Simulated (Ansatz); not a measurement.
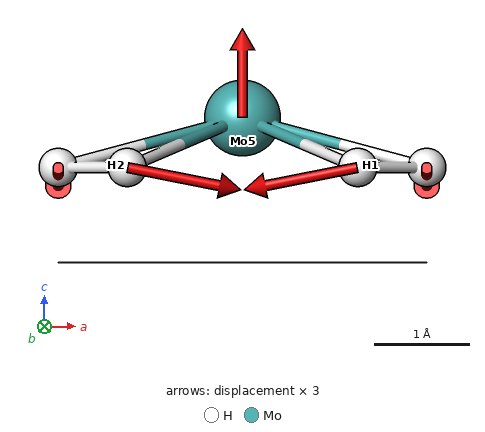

A relaxation of a free-standing layer of MoH4 (a generated structure, set up in P4mm) (coarse preliminary run). The starting structure is drawn; red arrows show the displacements (the part carried along by the change of the cell is left out), magnified 3 times.

The picture is a ball-and-stick view of the 1 × 2 repeat of the cell, outlined in the plane, without the vacuum, seen along the b axis.

Theory: DFT PBE, scalar-relativistic, plane waves, PAW in Ansatz 0.2.0.

The input:
```yaml
crystal:
  lattice:
    - [3.878589, 0.0, 0.0]
    - [0.0, 3.878589, 0.0]
    - [0.0, 0.0, 15.0]
  atoms:
    - { symbol: H, position: [0.8130527, 0.0, 0.48264179] }
    - { symbol: H, position: [0.1869473, 0.0, 0.48264179] }
    - { symbol: H, position: [0.0, 0.8130527, 0.48264179] }
    - { symbol: H, position: [0.0, 0.1869473, 0.48264179] }
    - { symbol: Mo, position: [0.5, 0.5, 0.51735821] }
  periodic: [true, true, false]
basis:
  ecutwfc: 420
kpoints:
  mp_grid: { grid: [4, 4, 1] }
hamiltonian:
  xc: pbe
scf:
  occupations: { method: gaussian, width: 0.1 }
  lower_state_search: "off"
output:
  forces: true
  stress: true
  eigenvalues: true
relax:
  adjacent_minimum: "off"
  f_tol: 0.04
  max_steps: 70
  cell: { stress_2d_tol: 0.16 }
```

Run as
```bash
ansatz run input.yaml --threads 1 --pin off --max-ram 2048MiB --backend cpu --events-out ev --progress --plain --runs-dir out
```

> What did the optimiser do to the structure, and how much energy did it gain?

Over 10 accepted moves (12 points after the start) the energy falls by 3.922 eV per cell of the calculation. Largest force component: 3.3 eV/Å at the start, 0.024 eV/Å at the end. The line search rejected the trial step at point 7 of the run. The SCF was repeated once at an unchanged geometry on a basis and grid sized afresh for the cell, which shifted the energy by 9.4 meV per cell of the calculation at most. The largest moves relative to the cell and the layer's centre, 0.41 Å, are those of H1, H2, H3 and H4. H3 goes at 79° to the normal (−c side). Largest moves by element: H 0.41 Å, Mo 0.32 Å. In the plane the drawn cell goes a 3.879 → 3.105 Å (−19.9 %), b 7.757 → 6.211 Å (−19.9 %). Some distances before and after: H1–Mo5 2.347 → 1.892 Å, H1–H3 1.025 → 1.391 Å. The program noted that it reset the height of the cell.

Limits of the set-up: the k-point mesh is coarse for a cell with partly filled bands.
